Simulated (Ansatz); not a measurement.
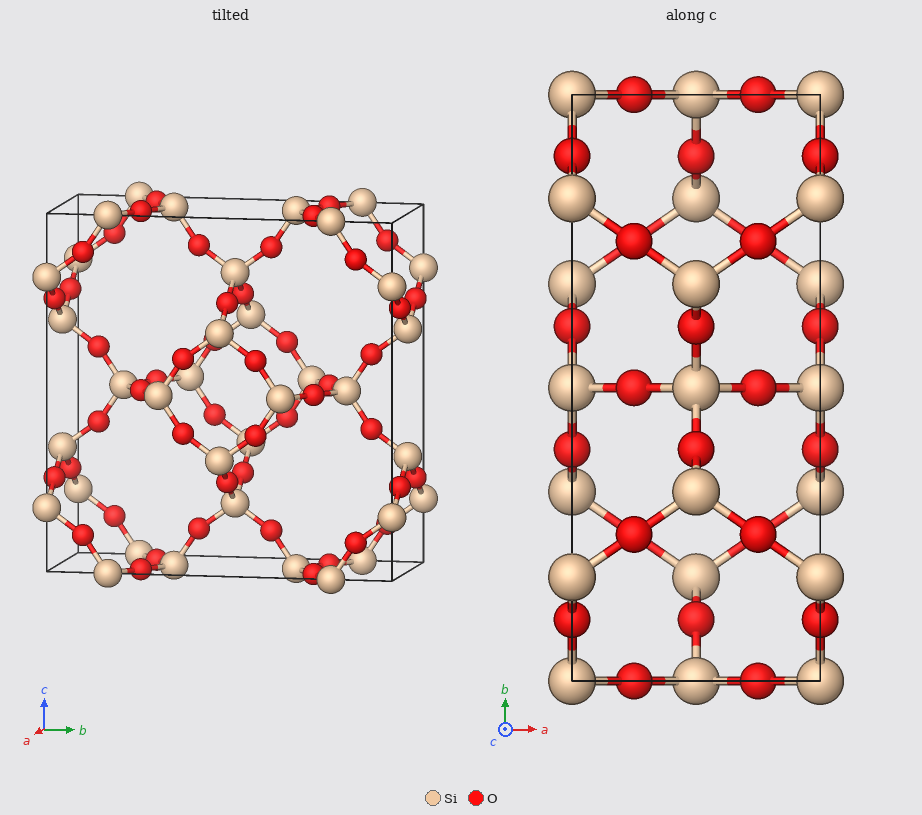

The image is a ball-and-stick drawing of a crystal, viewed slightly off an axis and along the c axis. The frame is the conventional unit cell; atoms at its boundary are shown with their periodic copies. Cell: a = 5.267 Å, b = 12.447 Å, c = 12.728 Å, α = 90.00°, β = 90.00°, γ = 90.00°.

- The compound is SiO₂.
- Space group Fmmm (No. 69), lattice face-centred orthorhombic.
- One cell contains 16 Si, 32 O, 48 atoms in all.
- The coordination shell of Si holds four O in a tetrahedral arrangement at about 1.6 Å. O bonds to two Si at about 1.6 Å.
- The bonds build a three-dimensional framework.

Provenance: a structure listed in the Materials Project. It was relaxed with DFT LDA, scalar-relativistic, plane waves, PAW (Ansatz 0.2.0) under a constraint or pressure on the cell, so some stress remains.
